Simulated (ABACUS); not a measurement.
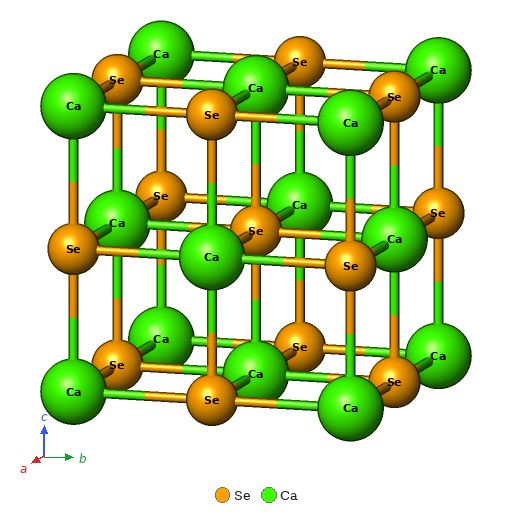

System: CaSe, space group Fm-3m (No. 225). The picture shows the conventional cell.

Input file:
```
INPUT_PARAMETERS
suffix              CaSe
calculation         scf
basis_type          pw
pseudo_dir          ./
symmetry            1
dft_functional      pbesol
ecutwfc             87
pseudo_rcut         7
nspin               1
nbands              17
ks_solver           dav
smearing_method     fd
smearing_sigma      0.00367493
scf_thr             1e-08
scf_nmax            100
mixing_type         broyden
mixing_beta         0.7
cal_force           1
cal_stress          1
kpar                4
```

Launched with:
```bash
OMP_NUM_THREADS=1 mpirun -np 4 abacus > log
```

Calculation (ABACUS 3.10.1): DFT in plane waves or numerical atomic orbitals with pseudopotentials, no spin polarisation; energies at scaled volumes of the given cell, shape and fractions fixed, counted from the fit's minimum, third-order Birch-Murnaghan fit. Level: PBEsol.

k mesh 8×8×8; occupations Fermi–Dirac; smearing width 0.05 eV; potentials PseudoDojo NC SR 0.4.1 PBEsol standard; wave cutoff 1184 eV; density cutoff 4735 eV; program settings basis pw.

Describe the result: the energy against volume. The volume takes the values 24.28, 24.80, 25.31, 25.83, 26.35, 26.86, 27.38 Å³/atom.

A third-order Birch–Murnaghan fit gives V0 = 25.24 Å³/atom, B0 = 52.1 GPa and B′ = 4.1. The energy is 6.35 meV/atom at volume 24.28 Å³/atom and 25.61 meV/atom at 27.38 Å³/atom; the lowest computed point is at volume 25.31 Å³/atom (0.03 meV/atom), and no other minimum shows.

```json
{"volume (Å³/atom)": "24.28", "energy (meV/atom)": "6.35"}
{"volume (Å³/atom)": "24.80", "energy (meV/atom)": "1.31"}
{"volume (Å³/atom)": "25.31", "energy (meV/atom)": "0.03"}
{"volume (Å³/atom)": "25.83", "energy (meV/atom)": "2.15"}
{"volume (Å³/atom)": "26.35", "energy (meV/atom)": "7.31"}
{"volume (Å³/atom)": "26.86", "energy (meV/atom)": "15.22"}
{"volume (Å³/atom)": "27.38", "energy (meV/atom)": "25.61"}
```

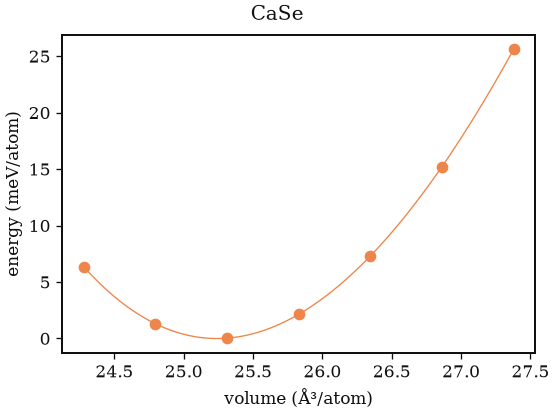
